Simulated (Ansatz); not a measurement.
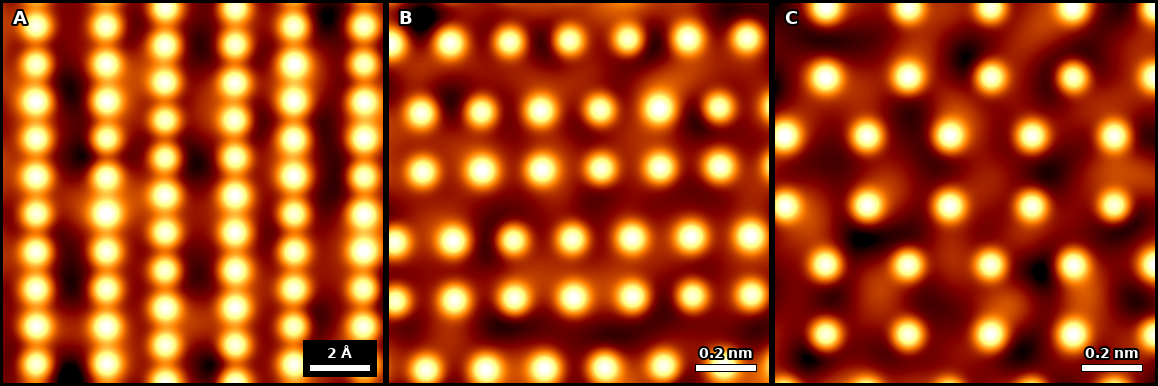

Three views of Al (C2/c, No. 15) along different zone axes. Simulation: incoherent imaging, intensity Z^1.7 per atom, probe width 0.78 Å, thin sample. The probe carries 25 % of its weight in a tail 2.5 times as wide. The display is stretched by a gamma of 0.65; percentages refer to the linear signal. The speckle of an amorphous layer was added. Atomic positions: coordinates from a relaxation with DFT, RPBE, plane waves (420 eV) with PAW, scalar-relativistic in Ansatz; the starting structure was generated, so it need not be a known form of this composition.

```cif
data_structure
_symmetry_space_group_name_H-M 'C2/c'
_symmetry_Int_Tables_number 15
_cell_length_a 2.8202
_cell_length_b 8.8124
_cell_length_c 2.9001
_cell_angle_alpha 90.000
_cell_angle_beta 90.612
_cell_angle_gamma 90.000
_cell_volume 72.07
loop_
_atom_site_label
_atom_site_type_symbol
_atom_site_symmetry_multiplicity
_atom_site_Wyckoff_symbol
_atom_site_fract_x
_atom_site_fract_y
_atom_site_fract_z
_atom_site_occupancy
Al1 Al 4 e 0.50000 0.86453 0.75000 1
```

> Match the panels to the zone axes [001], [101] and [2 0 -1].

A is [2 0 -1]: projected cell 1.28 × 4.45 Å, 98°, plane group c2mm. B is [101]: projected cell 2.03 × 4.52 Å, 103°, plane group c2mm. C is [001]: projected cell 2.82 × 4.63 Å, 108°, plane group c2mm.
